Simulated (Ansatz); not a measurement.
# Geometry relaxation of Ta3N (part 2 of 2)

Continued. System: Ta3N (P-3m1, 4 atoms in the cell). Method: DFT r2SCAN, scalar-relativistic, plane waves, PAW, no spin polarisation (Ansatz 0.2.0); cutoff 500 eV, 18×18×6 k-mesh, Gaussian smearing of 0.1 eV. The structure derives from a Materials Project entry.

Geometry of the input (Å; fractional positions):
```
3.0322  0.0000  0.0000
-1.5161  2.6260  0.0000
0.0000  0.0000  7.5241
Ta 0.0000  0.0000  0.5000
Ta 0.3333  0.6667  0.1739
Ta 0.6667  0.3333  0.8261
N  0.0000  0.0000  0.0000
```

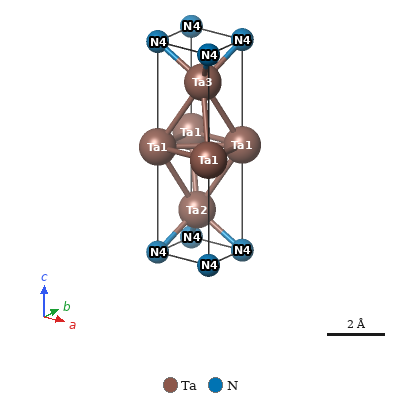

The geometry at step 3 of the log (ball-and-stick view of the cell of the calculation, seen slightly off an axis; atoms are numbered from 1 in the order of the input).

**What the program printed, continued**
```
SCF iter   1: F=—  HF=-30219.938161 eV  |F-HF|=—  |Δ(HF+E_count)|=         —  Δρ=5.91e-4  dr2=9.26e-4  dr2_τ=1.01e-3  ethr=2.05e-6  ⟨swp⟩=2.0  Hψ=29810  notcnv=0
preconditioner: auto → Kerker (q_TF=auto, 2.599 Å⁻¹)  [metal: Δε(μ)=0.006 eV  Ē_g=7.303 eV  σ=0.100 eV  W_gap=0.04  n_scr=24 (ndim 8)  ℏωp=21.6 eV  f_vac=0.000  D(μ)=3.02/eV (n_scr^D=36)]
SCF iter   2: F=—  HF=-30219.938641 eV  |F-HF|=—  |Δ(HF+E_count)|=   4.79e-4  Δρ=2.57e-4  dr2=9.71e-5  dr2_τ=9.71e-6  ethr=2.05e-6  ⟨swp⟩=2.6  Hψ=8496  notcnv=0
SCF iter   3: F=—  HF=-30219.938646 eV  |F-HF|=—  |Δ(HF+E_count)|=   5.65e-6  Δρ=1.33e-4  dr2=3.11e-5  dr2_τ=7.68e-7  ethr=2.21e-7  ⟨swp⟩=1.0  Hψ=5456  notcnv=0
SCF iter   4: F=—  HF=-30219.938645 eV  |F-HF|=—  |Δ(HF+E_count)|=   1.93e-6  Δρ=4.31e-5  dr2=1.82e-6  dr2_τ=1.57e-7  ethr=7.06e-8  ⟨swp⟩=2.0  Hψ=7473  notcnv=0
SCF iter   5: F=-30219.938644 eV  HF=-30219.938644 eV  |F-HF|=1.59e-8  |Δ(HF+E_count)|=   9.50e-8  Δρ=1.76e-5  dr2=1.27e-7  dr2_τ=3.59e-8  ethr=9.09e-10  ⟨swp⟩=6.9  Hψ=24742  notcnv=0
SCF 5 converged in 5 iterations: F = -30219.938644 eV  dr2 = 1.27e-7
relax step   5: F+E_penalty+E_count = -30219.93864444 eV  Δ(F+E_penalty+E_count) = -2.289e-4 eV  max|allowed force component| = 3.120e-3 eV/Å  Δτ_max = 0.0021 Å  P = +0.026 GPa  Ω = 58.884 Å³  energy of the carried Pulay correction = +4.552e-4 eV  (5 SCF iters, dr2 threshold 4.00e-7 eV, accepted)
Initial wavefunctions: pseudopotential atomic-orbital guess (no wavefunctions were taken with the density)
iter 1 solved again at ethr=6.80e-8 eV; its pass at ethr=3.10e-3 eV (dr2=2.99e-5 eV) is discarded
SCF iter   1: F=—  HF=-30219.938197 eV  |F-HF|=—  |Δ(HF+E_count)|=         —  Δρ=7.61e-5  dr2=4.06e-7  dr2_τ=2.66e-6  ethr=6.80e-8  ⟨swp⟩=3.1  Hψ=37127  notcnv=0
preconditioner: auto → Kerker (q_TF=auto, 2.599 Å⁻¹)  [metal: Δε(μ)=0.007 eV  Ē_g=7.306 eV  σ=0.100 eV  W_gap=0.04  n_scr=24 (ndim 8)  ℏωp=21.6 eV  f_vac=0.000  D(μ)=3.01/eV (n_scr^D=36)]
SCF iter   2: F=—  HF=-30219.938201 eV  |F-HF|=—  |Δ(HF+E_count)|=   4.81e-6  Δρ=3.94e-5  dr2=1.13e-7  dr2_τ=1.61e-7  ethr=9.22e-10  ⟨swp⟩=2.1  Hψ=7802  notcnv=0
SCF iter   3: F=—  HF=-30219.938202 eV  |F-HF|=—  |Δ(HF+E_count)|=   8.75e-7  Δρ=7.49e-6  dr2=1.46e-8  dr2_τ=5.80e-9  ethr=2.58e-10  ⟨swp⟩=2.1  Hψ=7609  notcnv=0
SCF iter   4: F=—  HF=-30219.938202 eV  |F-HF|=—  |Δ(HF+E_count)|=   1.59e-8  Δρ=1.74e-6  dr2=3.53e-9  dr2_τ=1.91e-10  ethr=3.32e-11  ⟨swp⟩=2.0  Hψ=7454  notcnv=0
SCF iter   5: F=—  HF=-30219.938202 eV  |F-HF|=—  |Δ(HF+E_count)|=   1.43e-9  Δρ=4.53e-7  dr2=1.89e-10  dr2_τ=2.98e-11  ethr=8.03e-12  ⟨swp⟩=2.0  Hψ=7582  notcnv=0
SCF iter   6: F=-30219.938202 eV  HF=-30219.938202 eV  |F-HF|=7.28e-12  |Δ(HF+E_count)|=  4.73e-11  Δρ=1.73e-7  dr2=1.16e-11  dr2_τ=2.65e-12  ethr=1.00e-12  ⟨swp⟩=5.1  Hψ=20681  notcnv=0
SCF 6 converged in 6 iterations: F = -30219.938202 eV  dr2 = 1.16e-11
relax step   6: F+E_penalty+E_count = -30219.93820231 eV  Δ(F+E_penalty+E_count) = +4.421e-4 eV  max|allowed force component| = 3.177e-3 eV/Å  Δτ_max = 0.0000 Å  P = +0.024 GPa  Ω = 58.884 Å³  stress off target by 4.01e-2 GPa  SCF on the basis re-selected at this cell (its energy is not comparable with the rows above)  (6 SCF iters)
```

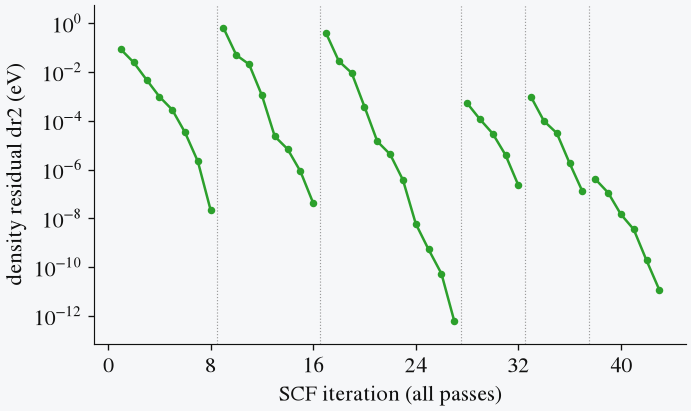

Convergence of the self-consistent field: density residual dr2 against the SCF iteration. The dotted lines part the SCF passes of the relaxation: geometry steps, rejected trials and re-solves on a re-selected basis. The 6 passes take 5 to 11 iterations each, 43 in all.

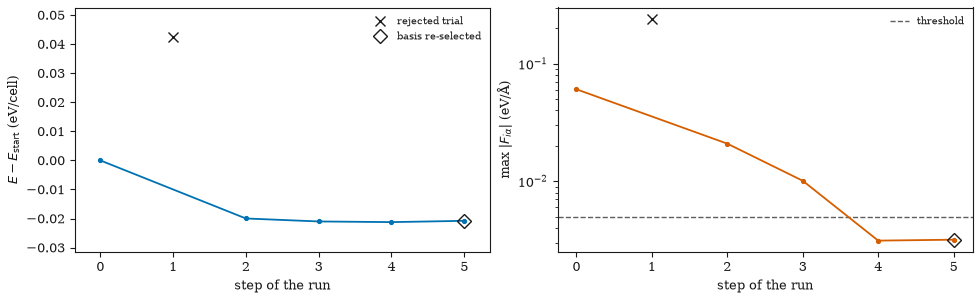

Progress of the relaxation, step by step (the first geometry is step 0 here and step 1 in the log).

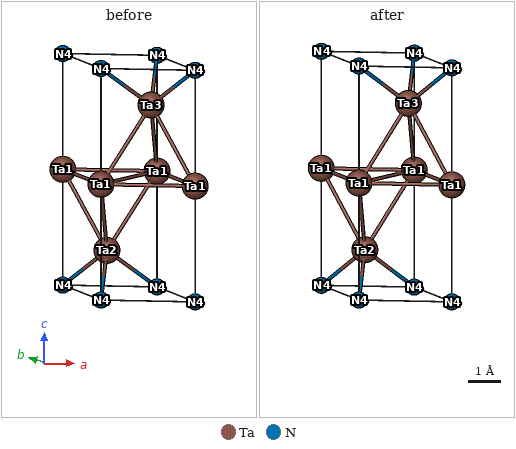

Before (left) and after (right) the relaxation, at one scale (ball-and-stick view of the cell of the calculation, seen slightly off an axis). The largest moves relative to the cell, 0.012 Å, are those of Ta2 and Ta3. N stays in place. The volume changes by −1.7 %, with a = b 3.032 → 2.990 Å (−1.4 %), c 7.524 → 7.603 Å (+1.0 %). Among the contacts that change: Ta1–Ta1 3.032 → 2.990 Å. The space group stays P-3m1 (No. 164). After 4 geometry steps the energy has fallen by 21.2 meV per cell of the calculation. Largest force component: 0.061 eV/Å at the start, 0.0032 eV/Å at the end. Pressure: −3.91 GPa at the start and 0.02 GPa at the end. The line search rejected the trial step at point 1 (counted from 0) and went back. A last SCF at the same geometry on a re-selected plane-wave basis shifts the energy by +0.4 meV per cell of the calculation. (Atoms are counted from 1 in the order of the input.)

```
basis re-selected at this cell: Δ(F+E_penalty+E_count) = +4.421e-4 eV, ΔP = -0.002 GPa vs the last step (what re-selecting the basis moved, of the pressure what is left beyond the Pulay correction that the steps carried, after the strain that the cell walked since its last selection, with what the two solves' SCF thresholds leave and, on support functions, any second-order correction that the steps lacked; it is no measure of the basis error at this ecutwfc). This SCF's stress stands 4.01e-2 GPa from its target on what of the cell is left free (relax.cell.stress_tol is 5.00e-2 GPa) and its largest allowed force component is 3.18e-3 eV/Å (relax.f_tol is 5.00e-3 eV/Å): within both
SCF converged after 6 iterations
Free energy (F): -30219.938202 eV
Harris-Foulkes:  -30219.938202 eV  (|F-HF|=7.28e-12)
Internal energy: -30219.923169 eV  (E = F + TS)
E sigma→0 (E₀):  -30219.930686 eV
Entropy (-TS):   -0.015033 eV (-3.758 meV/atom)
Fermi energy:    19.142452 eV
--- Per-component energies (eV) ---
  E_band       = -326.486416
  E_kinetic    = 1234.050911
  E_local      = -1853.091902  (includes V_loc(G=0)·N_el)
  E_nonlocal   = 87.814352
  E_hartree    = 649.488525
  E_xc         = -674.012532
  E_vxc        = -751.527786  (∫ρ·V_xc dr)
  E_paw        = -25397.634896  (= ΣΔE_a)
  E_vpaw       = -380.764818  (= ΣTr[D̂ρ^β])
  E_aug_tail   = 0.000277  (compensation charges beyond the density's cutoff)
  E_vtau       = 38.055489  (kinetic-family band-sum trace: ∫τ·v_τ [+ j·A + Jᵃ·Aᵃ] dr)
  E_ewald      = -4264.239500
  E_core_change = -2.298405  (= ΣΔE_core)
  E_smearing   = -0.015033  (= −TS)
  E_closure    = -0.000000  (closes the sum)
  Σ components = -30219.938202   (vs F -30219.938202, Δ=0.00e0)
--- Forces (eV/Å), atoms counted from 1 ---
  atom   1  Ta     0.00000000     0.00000000     0.00000000
  atom   2  Ta     0.00000000    -0.00000000    -0.00317650
  atom   3  Ta    -0.00000000     0.00000000     0.00317650
  atom   4  N     -0.00000000     0.00000000     0.00000000
  max |Σ_I F_I| component: 9.25e-18 eV/Å
--- Stress (GPa, compression-positive) ---
        0.040147       0.000000       0.000000
        0.000000       0.040147       0.000000
        0.000000       0.000000      -0.007571
  P = ⅓ Tr σ = 0.0242 GPa (0.242 kbar)
--- Band table (eV; the first three rows and the last of 202) ---
  k-point 0: bands = ["-51.0092", "-50.9840", "-50.4066", "-17.2130", "-16.9451", "-16.5108", "-16.5108", "-16.4891", "-16.4891", "-16.0808", "-15.8531", "-15.8531", "1.0004", "10.2308", "11.8966", "13.6768", "13.6768", "15.1893", "17.4452", "18.6675", "18.8528", "18.8528", "19.5807", "19.5807", "19.9431", "21.0903", "21.0903"]
  k-point 1: bands = ["-51.0089", "-50.9844", "-50.4066", "-17.2454", "-16.8978", "-16.5115", "-16.5115", "-16.4883", "-16.4883", "-16.0963", "-15.8532", "-15.8532", "1.0047", "10.1292", "12.0602", "13.6754", "13.6754", "15.1389", "17.4420", "18.4922", "18.8951", "18.8951", "19.6292", "19.6292", "20.0389", "20.9554", "20.9554"]
  k-point 2: bands = ["-51.0082", "-50.9851", "-50.4065", "-17.2927", "-16.8172", "-16.5128", "-16.5128", "-16.4869", "-16.4869", "-16.1302", "-15.8532", "-15.8532", "1.0134", "9.9610", "12.3683", "13.6726", "13.6726", "15.0145", "17.5002", "18.1337", "18.9913", "18.9913", "19.7376", "19.7376", "20.1883", "20.7110", "20.7110"]
  k-point 201: bands = ["-50.9230", "-50.9230", "-50.3379", "-17.2337", "-17.1229", "-17.1229", "-17.0564", "-16.7992", "-16.7992", "-16.3667", "-16.3667", "-16.0866", "1.9793", "11.6057", "11.6057", "12.6589", "16.4820", "16.4820", "16.5449", "17.5439", "17.5439", "17.6770", "19.6923", "19.6923", "22.4658", "22.4658", "23.9265"]
--- Relaxed structure (5 steps of the walk, 4 accepted, 1 SCFs on fresh bases) ---
  F+E_penalty+E_count = -30219.93820231 eV   max|allowed force component| = 3.177e-3 eV/Å   (the final SCF, on the basis selected at the relaxed cell)
  cell:  # Å, volume = 58.8843 Å³
    - [2.990479039526276, 2.847008333634927e-11, -6.374871984316974e-19]
    - [-1.4952395197877937, 2.5898308177004083, 6.374871984281933e-19]
    - [-1.5818557718362076e-18, 9.132848556586785e-19, 7.603044173946905]
  atoms:
    - { symbol: Ta, position: [9.62964972193618e-35, -2.407412430484045e-35, 0.5] }
    - { symbol: Ta, position: [0.33333333333333337, 0.6666666666666667, 0.17551761377189087] }
    - { symbol: Ta, position: [0.6666666666666666, 0.33333333333333337, 0.8244823862281091] }
    - { symbol: N, position: [2.6639029065743726e-34, -1.1459577391814089e-36, 1.4409654854576737e-20] }
```

**Trajectory as extended XYZ (Å, eV, eV/Å), 6 frames, from step=1 to step=6**
```
4
Lattice="3.0322 0.0000 0.0000 -1.5161 2.6260 0.0000 0.0000 0.0000 7.5241" Properties=species:S:1:pos:R:3:forces:R:3 step=1 energy=-30219.91741 pressure_GPa=-3.91
Ta    0.0000    0.0000    3.7621    0.0000   0.0000   0.0000
Ta    0.0000    1.7507    1.3087    0.0000   0.0000  -0.0606
Ta    1.5161    0.8753    6.2155    0.0000   0.0000   0.0606
N     0.0000    0.0000    0.0000    0.0000   0.0000   0.0000
4
Lattice="2.9522 0.0000 0.0000 -1.4761 2.5567 0.0000 0.0000 0.0000 7.5244" Properties=species:S:1:pos:R:3:forces:R:3 step=2 energy=-30219.87501 pressure_GPa=9.43 accepted=F
Ta    0.0000    0.0000    3.7622    0.0000   0.0000   0.0000
Ta    0.0000    1.7044    1.3421    0.0000   0.0000  -0.2421
Ta    1.4761    0.8522    6.1823    0.0000   0.0000   0.2421
N     0.0000    0.0000    0.0000    0.0000   0.0000   0.0000
4
Lattice="2.9998 0.0000 0.0000 -1.4999 2.5979 0.0000 0.0000 0.0000 7.5622" Properties=species:S:1:pos:R:3:forces:R:3 step=3 energy=-30219.93739 pressure_GPa=-0.01
Ta    0.0000    0.0000    3.7811    0.0000   0.0000   0.0000
Ta    0.0000    1.7319    1.3228    0.0000   0.0000   0.0209
Ta    1.4999    0.8660    6.2394    0.0000   0.0000  -0.0209
N     0.0000    0.0000    0.0000    0.0000   0.0000   0.0000
4
Lattice="2.9948 0.0000 0.0000 -1.4974 2.5936 0.0000 0.0000 0.0000 7.5933" Properties=species:S:1:pos:R:3:forces:R:3 step=4 energy=-30219.93842 pressure_GPa=-0.31
Ta    0.0000    0.0000    3.7966    0.0000   0.0000   0.0000
Ta    0.0000    1.7290    1.3307    0.0000   0.0000   0.0101
Ta    1.4974    0.8645    6.2626    0.0000   0.0000  -0.0101
N     0.0000    0.0000    0.0000    0.0000   0.0000   0.0000
4
Lattice="2.9905 0.0000 0.0000 -1.4952 2.5898 0.0000 0.0000 0.0000 7.6030" Properties=species:S:1:pos:R:3:forces:R:3 step=5 energy=-30219.93864 pressure_GPa=0.03
Ta    0.0000    0.0000    3.8015    0.0000   0.0000   0.0000
Ta    0.0000    1.7266    1.3345    0.0000   0.0000  -0.0031
Ta    1.4952    0.8633    6.2686    0.0000   0.0000   0.0031
N     0.0000    0.0000    0.0000    0.0000   0.0000   0.0000
4
Lattice="2.9905 0.0000 0.0000 -1.4952 2.5898 0.0000 0.0000 0.0000 7.6030" Properties=species:S:1:pos:R:3:forces:R:3 step=6 energy=-30219.93820 pressure_GPa=0.02
Ta    0.0000    0.0000    3.8015    0.0000   0.0000   0.0000
Ta    0.0000    1.7266    1.3345    0.0000   0.0000  -0.0032
Ta    1.4952    0.8633    6.2686    0.0000   0.0000   0.0032
N     0.0000    0.0000    0.0000    0.0000   0.0000   0.0000
```
